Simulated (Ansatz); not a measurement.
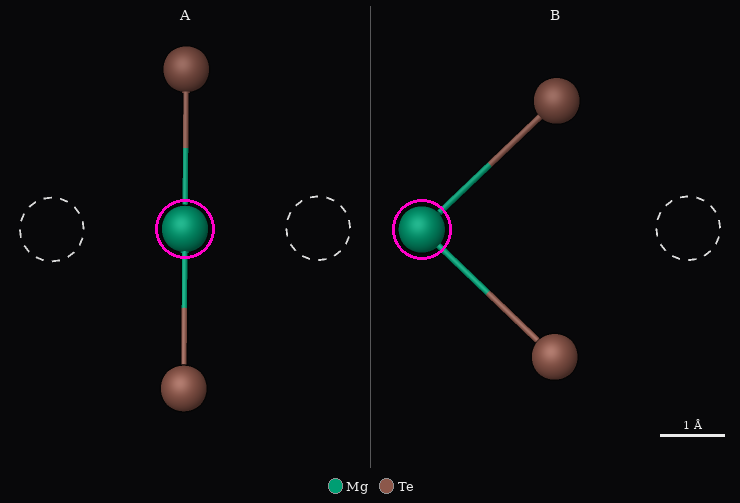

A vacancy jump of magnesium in MgTe (Fm-3m phase), in a neutral cell with 15 atoms, whose images lie 8.4 Å apart. One frame is the relaxed vacancy; in the other the neighbouring Mg atom (ringed) was set half-way along its jump of 4.18 Å and all atoms were relaxed in the symmetry of that start. Dashed circles mark empty sites. The picture is a ball-and-stick view of the slice 3.8 Å thick through the jump, out to 4.5 Å from its middle, seen across the jump.

Method: DFT PBEsol, scalar-relativistic, plane waves, PAW (Ansatz). Set-up: plane-wave cutoff 420 eV; k-point mesh 4 × 4 × 4; occupations gaussian; smearing width 0.05 eV; no spin polarisation; atoms relaxed in a fixed cell; force threshold 0.02 eV/Å.

Which frame is the half-way one, and how far apart are the two in energy?

Frame A is the half-way start after relaxation. It lies 0.91 eV above the relaxed vacancy. The atom stays half-way, on the straight line. The symmetry of the start was kept and can hold it there, so for a path with one hump at the middle this is the barrier or an upper bound to it. There it has 2 Te as nearest neighbours, the closest at 2.59 Å. Both cells are metallic on the mesh.

Limits of the set-up: the periodic images lie only 8.4 Å apart, so the values are limited by the cell's size.
